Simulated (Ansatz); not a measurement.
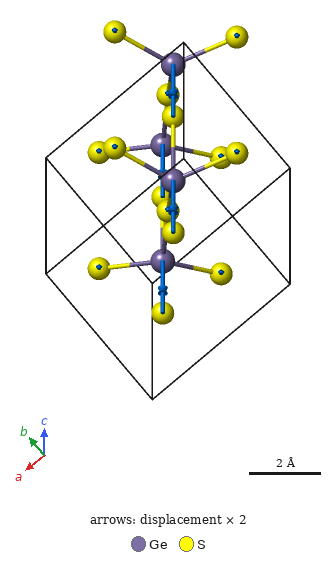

A relaxation of a crystal of Ge$_{2}$S$_{5}$ (a generated structure, set up in P6mm) (coarse preliminary run). The starting structure is drawn; blue arrows show the displacements (the part carried along by the change of the cell is left out), 2 times their true length.

A ball-and-stick model of the cell of the calculation, repeated 1 × 1 × 2 with one cell outlined, seen from a free direction.

Level of theory: Ansatz 0.2.0, DFT PBE, scalar-relativistic, plane waves, PAW.

The input:
```yaml
crystal:
  lattice:
    - [6.99240445, 0.0, 0.0]
    - [-3.49620222, 6.05559988, 0.0]
    - [0.0, 0.0, 4.04037072]
  atoms:
    - { symbol: Ge, position: [0.33333333, 0.66666667, 0.5] }
    - { symbol: Ge, position: [0.66666667, 0.33333333, 0.5] }
    - { symbol: S, position: [0.33333333, 0.66666667, 0.05294507] }
    - { symbol: S, position: [0.0, 0.5, 0.58662571] }
    - { symbol: S, position: [0.5, 0.5, 0.58662571] }
    - { symbol: S, position: [0.5, 0.0, 0.58662571] }
    - { symbol: S, position: [0.66666667, 0.33333333, 0.05294507] }
basis:
  ecutwfc: 420
kpoints:
  mp_grid: { grid: [3, 3, 4] }
hamiltonian:
  xc: pbe
scf:
  occupations: { method: gaussian, width: 0.1 }
  lower_state_search: "off"
output:
  forces: true
  stress: true
  eigenvalues: true
relax:
  adjacent_minimum: "off"
  f_tol: 0.04
  max_steps: 70
  cell: { stress_tol: 0.4 }
```

Launched with:
```bash
ansatz run input.yaml --threads 1 --pin off --max-ram 2560MiB --backend cpu --events-out ev --progress --plain --runs-dir out
```

Question: What did the optimiser do to the structure, and how much energy did it gain?

Answer: After 22 accepted moves (26 points after the start) the energy has fallen by 1665 meV per atom. Largest force component: 12 eV/Å at the start, 0.017 eV/Å at the end. The pressure goes from 42.41 to 0.06 GPa. The line search rejected the trial step at point 18 of the run. At 3 points the geometry stayed and the basis and grid were re-selected for the new cell (energy shift of 27.1 meV per atom at most each time). The largest moves relative to the cell, 0.59 Å, are those of Ge1 and Ge2. Ge2 goes along −c. By element the largest moves are Ge 0.59 Å, S 0.47 Å. The volume changes by +52.6 %, with a = b 6.992 → 6.513 Å (−6.9 %), c 4.040 → 7.106 Å (+75.9 %). Among the contacts that change: Ge1–S3 2.234 → 4.984 Å, S3–S4 2.761 → 4.152 Å, Ge1–S3 (another image) 1.806 → 2.122 Å, Ge1–S4 2.049 → 2.276 Å. Bonds break: Ge1–S3 (2.23 → 4.98 Å), Ge2–S7 (2.23 → 4.98 Å). Among the angles between lasting bonds that change: Ge1–S6–Ge2 160.3° → 111.4°, S4–Ge1–S5 117.1° → 91.4°, S3–Ge1–S4 99.8° → 124.3°. The space group stays P6mm (No. 183). The run took 3.3 min on 1 thread of Arm Neoverse V1, with other jobs on the host, peak memory 0.42 GiB.
